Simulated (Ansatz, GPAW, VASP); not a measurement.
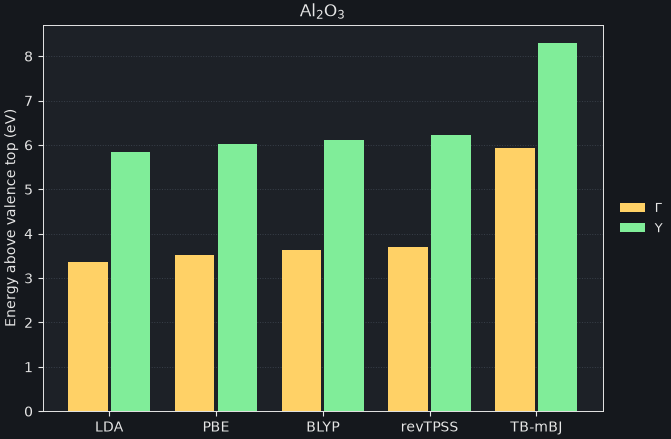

Lowest conduction level at each named k point, counted from the valence-band top at Γ, by several methods on one cell of Al₂O₃, space group Pnnm (No. 58), 10 atoms in the cell; a = 4.61 Å, b = 9.56 Å, c = 3.12 Å, α = 90.00°, β = 90.00°, γ = 90.00°. All runs are without spin-orbit coupling and carry no moments. In reduced coordinates of the cell that was run, Y is (0.5, 0, 0).

Q: How do the methods rank at Γ?

A: From low to high: LDA 3.36, PBE 3.52, BLYP 3.64, revTPSS 3.69, TB-mBJ 5.92 eV. Too close to rank are BLYP against revTPSS (different programs, potentials and cutoffs).

Q: Do the methods agree on which of these conduction levels is lowest?

A: Yes: all put it at Γ.

```csv
method,program,Γ (eV),Y (eV)
LDA,Ansatz,3.36,5.83
PBE,Ansatz,3.52,6.01
BLYP,Ansatz,3.64,6.11
revTPSS,VASP,3.69,6.22
TB-mBJ,GPAW,5.92,8.29
```

Settings. LDA: Ansatz PAW, 6×3×9 k mesh, 420 eV cutoff, Fermi-Dirac smearing of 0.05 eV (Ansatz 0.2.0). PBE: Ansatz PAW, 6×3×9 k mesh, 420 eV cutoff, Fermi-Dirac smearing of 0.05 eV (Ansatz 0.2.0). BLYP: Ansatz PAW, 6×3×9 k mesh, 420 eV cutoff, Fermi-Dirac smearing of 0.05 eV (Ansatz 0.2.0). revTPSS: VASP PAW PBE potentials, release 64 (Al, O), 6×3×9 k mesh, 520 eV cutoff, Fermi-Dirac smearing of 0.05 eV (VASP 6.6.1). TB-mBJ: GPAW PAW data sets for LDA (gpaw-data 1.2.1), 4×2×6 k mesh, 800 eV cutoff, Fermi-Dirac smearing of 0.05 eV (GPAW 26.7.0).

These are five of the 12 methods that were run on this cell. The runs come from different programs and meshes, which adds differences of its own. The usual form of Al2O3 is corundum. LDA, BLYP, revTPSS and TB-mBJ: the PAW data sets were made with another functional. LDA, GGA and most meta-GGA functionals understate gaps. TB-mBJ: this is a model potential built to give gaps, with no total energy.
